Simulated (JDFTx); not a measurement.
**Single-point calculation at one volume of an equation of state, with input and output: Mo**

Mo (Im-3m, 1 atom in the cell), computed with Kohn-Sham DFT of a periodic cell, RPBE, PseudoDojo-SR-PBE-0.5-standard, no spin polarisation (JDFTx 1.7.0 (patched build)).

The structure derives from a Materials Project entry. It belongs to a series of runs on one base structure; here: volume scaled by 1.02.

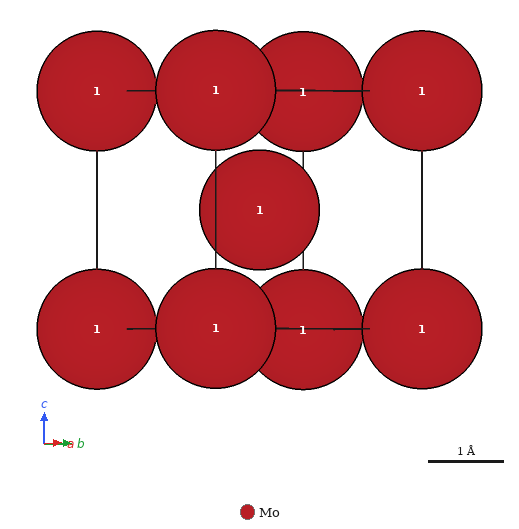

**Figure 1.** The structure as given in the input (spheres-only view of the cell 2 times as large as that of the calculation, set on its symmetry axes, seen at an oblique angle; atoms are numbered from 1 in the order of the input). An atom can appear more than once, as a periodic image.

Key numbers:

| quantity | value |
| --- | --- |
| outcome | converged |
| space group (tolerance 0.01 Å) | Im-3m (229) |
| electrons treated | 14 |
| free energy | −1862.8614 eV |
| Fermi energy | 20.506 eV |
| gap on the k-point mesh | none (metallic) |
| pressure | −3.33 GPa |
| largest force (length of the vector) | under 0.001 eV/Å |
| hardware | 1 thread of Intel Xeon (Sapphire Rapids), 32 GiB of memory available, shared host |
| wall time | 19 s |
| peak memory | 0.08 GiB |

The input:
```
lattice \
   -3.0127867298     3.0127867298     3.0127867298 \
    3.0127867298    -3.0127867298     3.0127867298 \
    3.0127867298     3.0127867298    -3.0127867298
coords-type Cartesian
ion Mo     0.0000000000     0.0000000000     0.0000000000 1

ion-species pseudo/Mo.upf
elec-cutoff 40
elec-ex-corr gga-x-rpbe gga-c-pbe
kpoint-folding 12 12 12
elec-smearing Fermi 0.0018374661
elec-n-bands 13
electronic-SCF nIterations 100 energyDiffThreshold 1e-09
electronic-minimize nIterations 30 energyDiffThreshold 1e-7
forces-output-coords Cartesian

dump-name run.$VAR
dump End Ecomponents EigStats BandEigs Kpoints Forces Stress ElecDensity Dtot KEdensity
```

Launch command:
```bash
jdftx -c 1 -i Mo.in -o Mo.out
```

Output:
```
*************** JDFTx 1.7.0 (patched build) ***************

Input parsed successfully to the following command list (including defaults):
[... the input with its defaults ...]

---------- Setting up symmetries ----------

Found 48 point-group symmetries of the bravais lattice
Found 48 space-group symmetries with basis
Applied RMS atom displacement 0 bohrs to make symmetries exact.

---------- Initializing the Grid ----------
R =
[     -3.01279      3.01279      3.01279  ]
[      3.01279     -3.01279      3.01279  ]
[      3.01279      3.01279     -3.01279  ]
unit cell volume = 109.387
G =
[ 1.5086e-17    1.04275    1.04275  ]
[    1.04275 1.5086e-17    1.04275  ]
[    1.04275    1.04275 1.5086e-17  ]
Minimum fftbox size, Smin = [  32  32  32  ]
Chosen fftbox size, S = [  32  32  32  ]

---------- Exchange Correlation functional ----------
Initialized LibXC exchange functional 'Hammer, Hansen, and Norskov'
Initialized LibXC correlation functional 'Perdew, Burke & Ernzerhof'

---------- Setting up pseudopotentials ----------
Width of ionic core gaussian charges (only for fluid interactions / plotting) set to 0

Reading pseudopotential file 'pseudo/Mo.upf':
  'Mo' pseudopotential, 'PBE' functional
  Generated using ONCVPSP code by D. R. Hamann
  14 valence electrons, 4 orbitals, 6 projectors, 1001 radial grid points, with lMax = 2
    4S    l: 0   occupation:  2.0   eigenvalue: -2.364714
    4P    l: 1   occupation:  6.0   eigenvalue: -1.414320
    4D    l: 2   occupation:  5.0   eigenvalue: -0.137921
    5S    l: 0   occupation:  1.0   eigenvalue: -0.150182
  Core radius for overlap checks: 1.35 bohrs.

Initialized 1 species with 1 total atoms.

Folded 1 k-points by 12x12x12 to 1728 k-points.

---------- Setting up k-points, bands, fillings ----------
Reduced to 72 k-points under symmetry.
Computing the number of bands and number of electrons
Calculating initial fillings.
nElectrons:  14.000000   nBands: 13   nStates: 72

----- Setting up reduced wavefunction bases (one per k-point) -----
average nbasis = 1321.867 , ideal nbasis = 1321.749

---------- Setting up ewald sum ----------
Optimum gaussian width for ewald sums = 1.881119 bohr.
Real space sum over 2197 unit cells with max indices [  6  6  6  ]
Reciprocal space sum over 2197 terms with max indices [  6  6  6  ]

---------- Allocating electronic variables ----------
Initializing wave functions:  linear combination of atomic orbitals
Note: number of bands (13) exceeds available atomic orbitals (10)
Mo pseudo-atom occupations:   s ( 2 2 )  p ( 6 )  d ( 4 )
	FillingsUpdate:  mu: +0.767631683  nElectrons: 14.000000
LCAOMinimize: Iter:   0  F: -68.4386580624225331  |grad|_K:  3.010e-04  alpha:  1.000e+00
	FillingsUpdate:  mu: +0.764312904  nElectrons: 14.000000
LCAOMinimize: Iter:   1  F: -68.4390293776060901  |grad|_K:  5.655e-06  alpha:  6.733e-01  linmin:  2.016e-03  cgtest: -1.993e-02
	FillingsUpdate:  mu: +0.764311286  nElectrons: 14.000000
LCAOMinimize: Iter:   2  F: -68.4390295712731103  |grad|_K:  1.669e-07  alpha:  9.955e-01  linmin:  3.824e-04  cgtest:  3.417e-02
LCAOMinimize: Encountered beta<0, resetting CG.
	FillingsUpdate:  mu: +0.764313100  nElectrons: 14.000000
LCAOMinimize: Iter:   3  F: -68.4390295713929646  |grad|_K:  2.104e-08  alpha:  7.110e-01  linmin:  3.901e-03  cgtest: -1.445e-02
LCAOMinimize: Converged (|Delta F|<1.000000e-06 for 2 iters).

-------- Electronic minimization -----------
Will mix electronic density at each iteration.
	FillingsUpdate:  mu: +0.764313100  nElectrons: 14.000000
	FillingsUpdate:  mu: +0.754955239  nElectrons: 14.000000
SCF: Cycle:  0   F: -68.458742926772075   dF: -1.971e-02   |Residual|: 2.210e-02   |deigs|: 4.013e-01
	FillingsUpdate:  mu: +0.754257810  nElectrons: 14.000000
SCF: Cycle:  1   F: -68.458885873368715   dF: -1.429e-04   |Residual|: 1.180e-02   |deigs|: 1.175e-02
	FillingsUpdate:  mu: +0.753624501  nElectrons: 14.000000
SCF: Cycle:  2   F: -68.458894746033721   dF: -8.873e-06   |Residual|: 1.017e-03   |deigs|: 1.601e-03
	FillingsUpdate:  mu: +0.753593173  nElectrons: 14.000000
SCF: Cycle:  3   F: -68.458895359009091   dF: -6.130e-07   |Residual|: 4.329e-04   |deigs|: 3.939e-04
	FillingsUpdate:  mu: +0.753578028  nElectrons: 14.000000
SCF: Cycle:  4   F: -68.458895449676504   dF: -9.067e-08   |Residual|: 1.265e-04   |deigs|: 2.061e-04
	FillingsUpdate:  mu: +0.753588479  nElectrons: 14.000000
SCF: Cycle:  5   F: -68.458895473385496   dF: -2.371e-08   |Residual|: 2.984e-05   |deigs|: 1.752e-04
	FillingsUpdate:  mu: +0.753591780  nElectrons: 14.000000
SCF: Cycle:  6   F: -68.458895478353526   dF: -4.968e-09   |Residual|: 1.377e-05   |deigs|: 1.193e-04
	FillingsUpdate:  mu: +0.753592820  nElectrons: 14.000000
SCF: Cycle:  7   F: -68.458895479662857   dF: -1.309e-09   |Residual|: 2.553e-05   |deigs|: 3.315e-04
	FillingsUpdate:  mu: +0.753592038  nElectrons: 14.000000
SCF: Cycle:  8   F: -68.458895480074673   dF: -4.118e-10   |Residual|: 3.600e-06   |deigs|: 7.601e-05
	FillingsUpdate:  mu: +0.753592056  nElectrons: 14.000000
SCF: Cycle:  9   F: -68.458895480150872   dF: -7.620e-11   |Residual|: 4.209e-06   |deigs|: 5.986e-05
SCF: Converged (|Delta E|<1.000000e-09 for 2 iters).

Setting wave functions to eigenvectors of Hamiltonian

# Stress tensor in Cartesian coordinates [Eh/a0^3]:
[  0.000113013            0            0  ]
[            0  0.000113013            0  ]
[            0            0  0.000113013  ]

# Ionic positions in cartesian coordinates:
ion Mo   0.000000000000000   0.000000000000000   0.000000000000000 1

# Forces in Cartesian coordinates:
force Mo  -0.000000000000000  -0.000000000000000  -0.000000000000000 1

# Energy components:
   Eewald =      -59.1885370650719480
       EH =        9.1684422793798941
     Eloc =      -40.7843593444575490
      Enl =        8.6044786863033753
      Exc =      -10.3126958269356379
 Exc_core =        1.8348619184612025
       KE =       22.2190113700564886
-------------------------------------
     Etot =      -68.4587979822641586
       TS =        0.0000974978867170
-------------------------------------
        F =      -68.4588954801508720

IonicMinimize: Iter:   0  F: -68.458895480150872  |grad|_K:  0.000e+00
IonicMinimize: Converged (|grad|_K<1.000000e-04).

#--- Lowdin population analysis ---
# oxidation-state Mo +0.076

Dumping 'run.eigStats' ...
	eMin: -1.499380 at state 0 ( [ +0.000000 +0.000000 +0.000000 ] spin 0 )
	HOMO: +0.752688 at state 32 ( [ +0.083333 +0.250000 -0.166667 ] spin 0 )
	mu  : +0.753592
	LUMO: +0.755255 at state 59 ( [ +0.250000 +0.333333 -0.333333 ] spin 0 )
	eMax: +1.503680 at state 4 ( [ +0.000000 +0.000000 +0.333333 ] spin 0 )
	HOMO-LUMO gap: +0.002567
	Optical gap  : +0.019113 at state 59 ( [ +0.250000 +0.333333 -0.333333 ] spin 0 )
Done!
```
